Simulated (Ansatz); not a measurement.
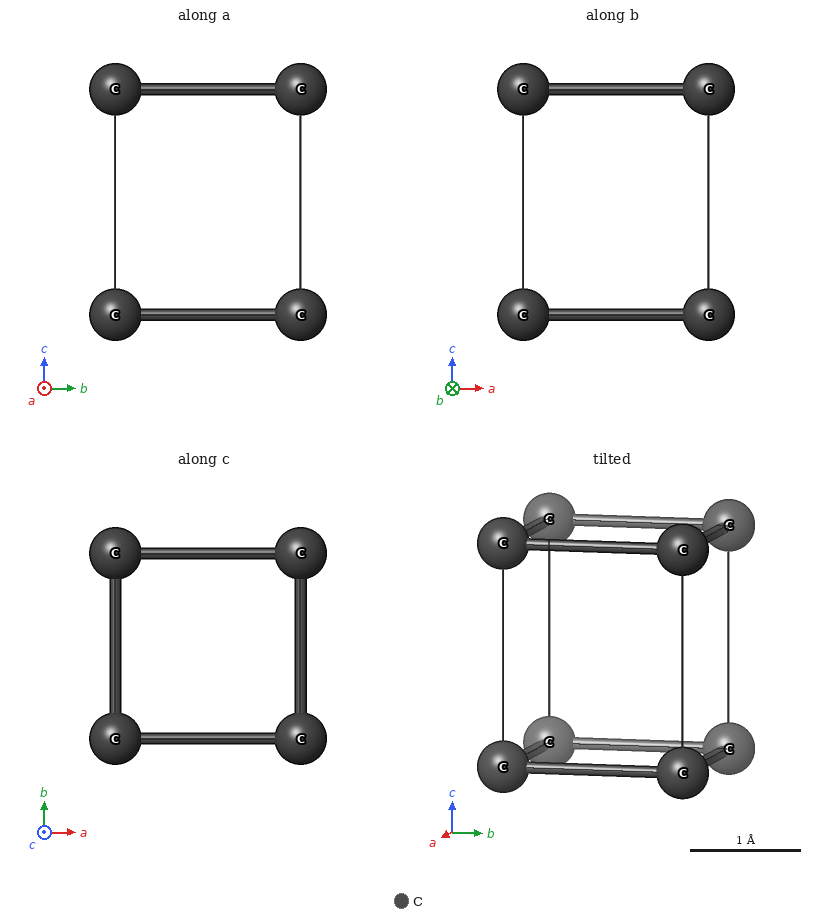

Crystal structure, ball-and-stick style, seen along the a axis, along the b axis, along the c axis and slightly off an axis. The parallelepiped is the conventional unit cell.

Lattice parameters: a = 1.684 Å, b = 1.684 Å, c = 2.049 Å, α = 90.00°, β = 90.00°, γ = 90.00°. Put a along x and b in the xy plane.

Q: Convert the drawing into a POSCAR file.

A:
```
C
1.0
     1.684    0.000    0.000
     0.000    1.684    0.000
     0.000    0.000    2.049
C
1
Direct
  0.0000 0.0000 0.0000
```

The starting point was a random cell made by a generator, so it need not be a real form of the element. The geometry was optimised with DFT PBE, scalar-relativistic, plane waves, PAW (Ansatz).
